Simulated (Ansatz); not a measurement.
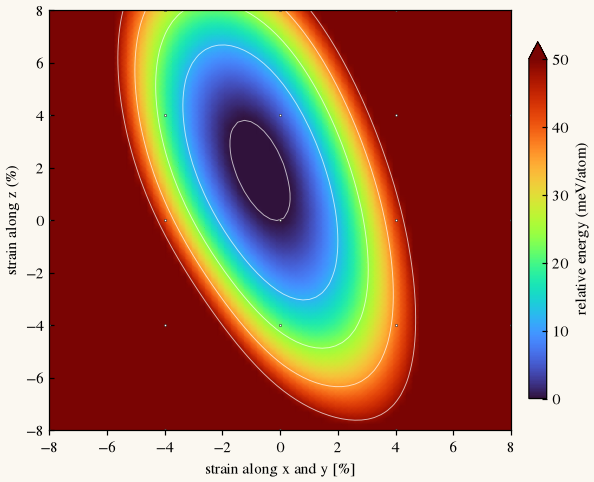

SnSe2 (P-3m1, No. 164; 3 atoms in the cell). The cell is strained homogeneously, by one strain along x and y and another along z, with fractional coordinates fixed (x along [1 0 0], z along [0 0 1] of the conventional cell). First axis: strain along x and y. Second axis: strain along z. Grid: 5 × 5 points. Points are written as (first, second). Energies: meV/atom, counted from the lowest grid point. The reference cell is the one listed in the database, not relaxed at this level. Method: DFT PBEsol+D3(BJ), scalar-relativistic, plane waves, PAW (Ansatz 0.2.0). Settings: cutoff 420 eV, k-mesh 12×12×6 in the order of the run's cell vectors, gaussian smearing 0.05 eV, no spin polarisation.

In the figure: a smooth colour map with a few white contour lines, dots at the grid points, one colour for all values above the top of the scale. Between grid points the surface is interpolated.

Q: Estimate the clamped-ion elastic constants that this map fixes.

A: With the cell volume of 77.2 Å³, the curvatures of the interpolated surface at its minimum give C₁₁ + C₂₂ + 2C₁₂ ≈ 340 GPa, C₃₃ ≈ 104 GPa and C₁₃ + C₂₃ ≈ 96.8 GPa (clamped ions, Cartesian axes of the cell). A stretch of 1 % along z with free sides (kept equal in x and y) would change the in-plane lengths by about −0.29 %.
